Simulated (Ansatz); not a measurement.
Hf3N2

```
Hf N
1.0
     3.19335    0.00000    0.00000
    -1.59667    2.76552    0.00000
     0.00000    0.00000   23.12457
Hf N
9 6
Direct
  0.66667 0.33333 0.11231
  0.33333 0.66667 0.44564
  0.00000 0.00000 0.77898
  0.00000 0.00000 0.22102
  0.66667 0.33333 0.55436
  0.33333 0.66667 0.88769
  0.00000 0.00000 0.00000
  0.66667 0.33333 0.33333
  0.33333 0.66667 0.66667
  0.33333 0.66667 0.27780
  0.00000 0.00000 0.61113
  0.66667 0.33333 0.94446
  0.33333 0.66667 0.05554
  0.00000 0.00000 0.38887
  0.66667 0.33333 0.72220
```

Space group R-3m; a structure from a database of computed crystals, not necessarily the ambient phase.

Level of theory: DFT PBEsol, scalar-relativistic, plane waves, PAW (Ansatz).

Question: Predict the valence pseudo-density and electron localisation function between the atoms.

Answer: Hf–N (2.25 Å): ρ is about 0.54 e/Å³ halfway; the ELF peaks at about 0.80 in the valence shell of N, 0.6 Å from its nucleus, and drops to about 0.15 between the two atoms; no shared electron pair shows on this line.
Hf–Hf (3.12 Å): ρ is about 0.21 e/Å³ halfway; the ELF is about 0.30 at the midpoint: no localised pair shows between them.
Hf–Hf (3.18 Å): ρ is about 0.18 e/Å³ halfway; the ELF is about 0.15 at the midpoint (no localised pair shows between them).
The ELF has a maximum of about 0.85 in the space between the atoms, 1.9 Å from four Hf atoms, on no atom or two-centre bond.

Question: Metal or insulator at this level of theory?

Answer: It is metallic or semimetallic at this level of theory: no gap opens.

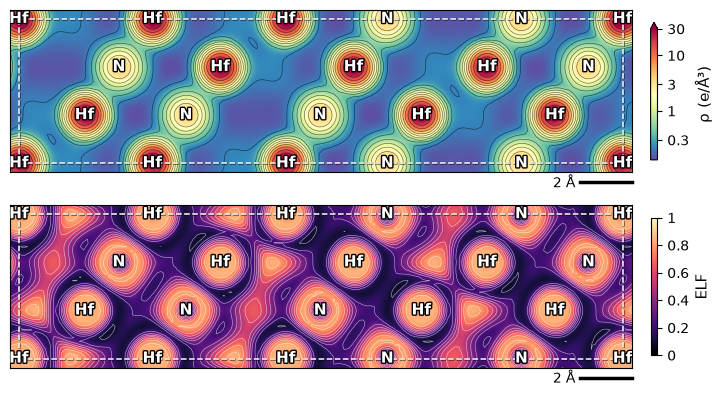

Computed valence pseudo-density and electron localisation function on the (110) plane of the conventional cell, in this order. 

The density is the valence pseudo-density of a PAW calculation; it isn't the true density close to the nuclei.
